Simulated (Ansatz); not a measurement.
**Two runs on GaAs**

System: GaAs (2 atoms in the cell).
Method of run 1: DFT, LDA, plane waves, PAW, no spin polarisation (Ansatz 0.2.0).

The structure derives from a Materials Project entry. Text and figures count atoms from 1; the logs count them from 0 in places.

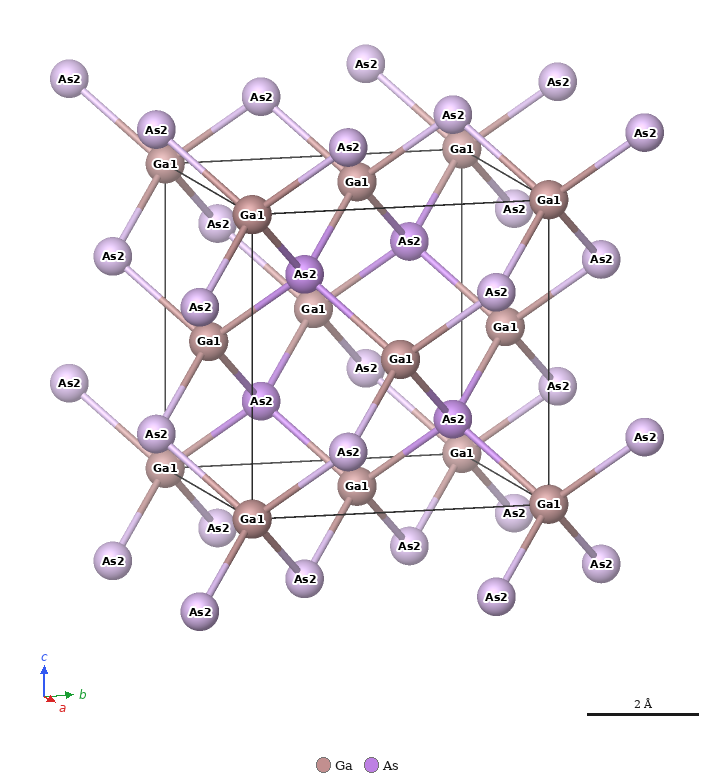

Figure 1. The structure (ball-and-stick view of the cell 4 times as large as that of the calculation, set on its symmetry axes, seen slightly off an axis; neighbours outside the cell are drawn fainter; atoms are numbered from 1 in the order of the input). Near neighbours in the crystal (not all of them lie inside the picture): Ga has 4 As at 2.43 Å; As has 4 Ga at 2.43 Å.

**The input, run 1**
```yaml
crystal:
  lattice:
    - [0.0, 2.801690796, 2.801690796]
    - [2.801690796, 0.0, 2.801690796]
    - [2.801690796, 2.801690796, 0.0]
  atoms:
    - { symbol: Ga, position: [0.0, 0.0, 0.0] }
    - { symbol: As, position: [0.75, 0.75, 0.75] }
basis:
  ecutwfc: "40.4 Ry"
kpoints:
  mp_grid: { grid: [12, 12, 12], shift: [0.5, 0.5, 0.5] }
hamiltonian:
  xc: lda
scf:
  occupations: { method: gaussian, width: 0.02 }
output:
  forces: true
  eigenvalues: true
  stress: true
```

Command:
```bash
ansatz run input.yaml --threads 4 --pin off --max-ram 8192MiB --backend cpu --events-out ev --progress --plain --runs-dir out
```

Hardware: 4 threads of Intel Xeon @ 2.70GHz, 189 GiB of memory available, shared host.

**Output, shortened to warnings, some set-up lines, iterations and results (run 1)**
```
Warning: crystal.symmetry: narrowed to the stabiliser of the k-point mesh — unitary ops 24 → 6; excluded 18 operations that carry a point of the 12×12×12 mesh (shift [0.5, 0.5, 0.5]) off the mesh (the run samples exactly the mesh kpoints.mp_grid names, as under crystal.symmetry.detect: false, and its converged state has the mesh's symmetry, not the crystal's; ε∞, the Born charges and the force …
Basis set: ecut = 549.6700021689576 eV, 1243 PW (Γ)
Symmetry: 6 space group operations
k-points: 182 of 1728 (time reversal used)
Initial density: superposition of atomic densities (neutral atoms: chi_scale 0, normalization atom), corrected by the library's trained network
[...]
SCF iter   1: F=—  HF=-8481.302767 eV  |F-HF|=—  |Δ(HF+E_count)|=         —  Δρ=5.17e-3  dr2=7.73e-3  ethr=1.77e-3  ⟨swp⟩=6.0  Hψ=15450  notcnv=0
SCF iter   2: F=—  HF=-8481.299847 eV  |F-HF|=—  |Δ(HF+E_count)|=   2.92e-3  Δρ=2.48e-3  dr2=1.03e-3  ethr=2.76e-5  ⟨swp⟩=3.0  Hψ=8005  notcnv=0
SCF iter   3: F=—  HF=-8481.299763 eV  |F-HF|=—  |Δ(HF+E_count)|=   8.46e-5  Δρ=7.05e-4  dr2=1.69e-4  ethr=3.67e-6  ⟨swp⟩=2.0  Hψ=5635  notcnv=0
SCF iter   4: F=—  HF=-8481.299707 eV  |F-HF|=—  |Δ(HF+E_count)|=   5.57e-5  Δρ=2.66e-4  dr2=1.46e-5  ethr=6.02e-7  ⟨swp⟩=2.0  Hψ=4981  notcnv=0
SCF iter   5: F=—  HF=-8481.299703 eV  |F-HF|=—  |Δ(HF+E_count)|=   4.38e-6  Δρ=1.72e-5  dr2=1.04e-7  ethr=5.22e-8  ⟨swp⟩=2.0  Hψ=4702  notcnv=0
SCF iter   6: F=-8481.299703 eV  HF=-8481.299703 eV  |F-HF|=1.45e-8  |Δ(HF+E_count)|=   2.57e-8  Δρ=6.19e-6  dr2=9.35e-9  ethr=3.57e-10  ⟨swp⟩=5.0  Hψ=14207  notcnv=0
SCF 1 converged in 6 iterations: F = -8481.299703 eV  dr2 = 9.35e-9
SCF converged after 6 iterations
Free energy (F): -8481.299703 eV
Harris-Foulkes:  -8481.299703 eV  (|F-HF|=1.45e-8)
Internal energy: -8481.299703 eV  (E = F + TS)
E sigma→0 (E₀):  -8481.299703 eV
Fermi energy:    8.675939 eV
--- Per-component energies (eV) ---
  E_band       = -315.105459
  E_kinetic    = 220.869366
  E_local      = -3887.910194  (includes V_loc(G=0)·N_el)
  E_nonlocal   = -238.305177
  E_hartree    = 1958.385793
  E_xc         = -148.315503
  E_vxc        = -138.897280  (∫ρ·V_xc dr)
  E_paw        = -3666.865313  (= ΣΔE_a)
  E_vpaw       = -187.640367  (= ΣTr[D̂ρ^β])
  E_aug_tail   = -0.000002  (compensation charges beyond the density's cutoff)
  E_ewald      = -2722.962382
  E_core_change = 3.803710  (= ΣΔE_core)
  E_smearing   = -0.000000  (= −TS)
  E_closure    = -0.000000  (closes the sum)
  Σ components = -8481.299703   (vs F -8481.299703, Δ=0.00e0)
--- Forces (eV/Å), atoms counted from 1 ---
  atom   1  Ga     0.00072053     0.00072053     0.00072053
  atom   2  As    -0.00072053    -0.00072053    -0.00072053
  max |Σ_I F_I| component: 5.72e-10 eV/Å
--- Stress (GPa, compression-positive) ---
        0.003298      -0.001305      -0.001305
       -0.001305       0.003298      -0.001305
       -0.001305      -0.001305       0.003298
  P = ⅓ Tr σ = 0.0033 GPa (0.033 kbar)
```

The input of run 2 differs as follows (lines with − go, lines with + come):
```diff
-  ecutwfc: "40.4 Ry"
+  ecutwfc: 420
+  xc_grid: 2
-  mp_grid: { grid: [12, 12, 12], shift: [0.5, 0.5, 0.5] }
+  mp_grid: { grid: [12, 12, 12] }
+  band_path: { path: [VBM, CBM], npoints: 2 }
```

Predict how the results change.

The free energy of run 2 is 1.1 meV per atom higher, the joint effect of these numerical settings, which can't be told apart here. The gap on the mesh goes from 0.94 to 0.49 eV. The number of SCF iterations is the same. The irreducible k-points go from 182 to 72. The plane waves at Γ go from 1243 to 869.

**Output, shortened to warnings, some set-up lines, iterations and results (run 2)**
```
Basis set: ecut = 420 eV, 869 PW (Γ), exchange–correlation on 54×54×54 points (8 copies of the dense FFT grid, shifted against one another)
Symmetry: 24 space group operations
k-points: 72 of 1728 (time reversal used)
Initial density: superposition of atomic densities (neutral atoms: chi_scale 0, normalization atom), corrected by the library's trained network
[...]
SCF iter   1: F=—  HF=-8481.300562 eV  |F-HF|=—  |Δ(HF+E_count)|=         —  Δρ=5.23e-3  dr2=7.73e-3  ethr=1.77e-3  ⟨swp⟩=6.0  Hψ=6131  notcnv=0
SCF iter   2: F=—  HF=-8481.297706 eV  |F-HF|=—  |Δ(HF+E_count)|=   2.86e-3  Δρ=2.55e-3  dr2=1.06e-3  ethr=2.76e-5  ⟨swp⟩=2.5  Hψ=2751  notcnv=0
SCF iter   3: F=—  HF=-8481.297640 eV  |F-HF|=—  |Δ(HF+E_count)|=   6.59e-5  Δρ=6.99e-4  dr2=1.81e-4  ethr=3.78e-6  ⟨swp⟩=2.0  Hψ=2222  notcnv=0
SCF iter   4: F=—  HF=-8481.297567 eV  |F-HF|=—  |Δ(HF+E_count)|=   7.27e-5  Δρ=2.64e-4  dr2=1.35e-5  ethr=6.47e-7  ⟨swp⟩=2.0  Hψ=1956  notcnv=0
SCF iter   5: F=—  HF=-8481.297564 eV  |F-HF|=—  |Δ(HF+E_count)|=   3.80e-6  Δρ=1.51e-5  dr2=1.00e-7  ethr=4.84e-8  ⟨swp⟩=2.1  Hψ=1738  notcnv=0
SCF iter   6: F=-8481.297564 eV  HF=-8481.297564 eV  |F-HF|=4.32e-9  |Δ(HF+E_count)|=  1.27e-10  Δρ=4.55e-6  dr2=4.66e-9  ethr=3.57e-10  ⟨swp⟩=4.9  Hψ=5560  notcnv=0
SCF 1 converged in 6 iterations: F = -8481.297564 eV  dr2 = 4.66e-9
NSCF: frozen V_eff on 16 k-points
NSCF: frozen V_eff on 16 k-points
NSCF: frozen V_eff on 16 k-points
NSCF: frozen V_eff on 9 k-points
NSCF: frozen V_eff on 5 k-points
NSCF: frozen V_eff on 2 k-points
NSCF: frozen V_eff on 2 k-points
NSCF: frozen V_eff on 2 k-points
NSCF: frozen V_eff on 2 k-points
NSCF: frozen V_eff on 2 k-points
NSCF: frozen V_eff on 2 k-points
NSCF: frozen V_eff on 3 k-points
SCF converged after 6 iterations
Free energy (F): -8481.297564 eV
Harris-Foulkes:  -8481.297564 eV  (|F-HF|=4.32e-9)
Internal energy: -8481.297564 eV  (E = F + TS)
E sigma→0 (E₀):  -8481.297564 eV
Fermi energy:    8.481527 eV
--- Per-component energies (eV) ---
  E_band       = -315.033857
  E_kinetic    = 220.937808
  E_local      = -3887.741464  (includes V_loc(G=0)·N_el)
  E_nonlocal   = -238.591659
  E_hartree    = 1958.216212
  E_xc         = -148.328622
  E_vxc        = -138.914653  (∫ρ·V_xc dr)
  E_paw        = -3666.631059  (= ΣΔE_a)
  E_vpaw       = -187.159840  (= ΣTr[D̂ρ^β])
  E_aug_tail   = -0.000107  (compensation charges beyond the density's cutoff)
  E_ewald      = -2722.962382
  E_core_change = 3.803710  (= ΣΔE_core)
  E_smearing   = -0.000000  (= −TS)
  E_closure    = -0.000000  (closes the sum)
  Σ components = -8481.297564   (vs F -8481.297564, Δ=0.00e0)
--- Forces (eV/Å), atoms counted from 1 ---
  atom   1  Ga    -0.00000000    -0.00000000     0.00000000
  atom   2  As     0.00000000     0.00000000     0.00000000
  max |Σ_I F_I| component: 2.04e-16 eV/Å
--- Stress (GPa, compression-positive) ---
       -0.005719      -0.000000      -0.000000
        0.000000      -0.005719       0.000000
        0.000000       0.000000      -0.005719
  P = ⅓ Tr σ = -0.0057 GPa (-0.057 kbar)
```

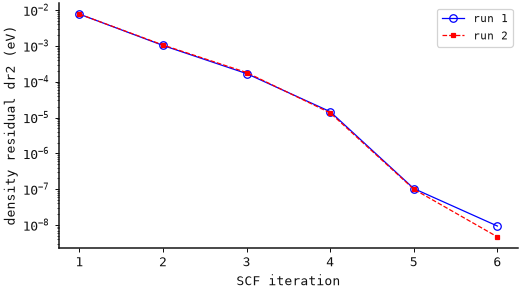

Figure 2. Convergence of the two runs: density residual dr2 against the SCF iteration. Run 1 takes 6 iterations in all, and run 2 takes 6.

**The two runs side by side**

| quantity | run 1 | run 2 |
| --- | --- | --- |
| outcome | converged | converged |
| free energy per atom (eV) | −4240.6499 | −4240.6488 |
| gap on the mesh (eV) | 0.94 | 0.49 |
| pressure (GPa) | 0.00 | −0.01 |
| largest force (eV/Å) | 0.001 | 0.000 |
| SCF iterations | 6 | 6 |
| irreducible k-points | 182 | 72 |
| plane waves at Γ | 1243 | 869 |
| wall time (shared host) | 5.9 s | 4.4 s |

For run 1: Warnings: the k-point mesh lowers the symmetry that the run can use.
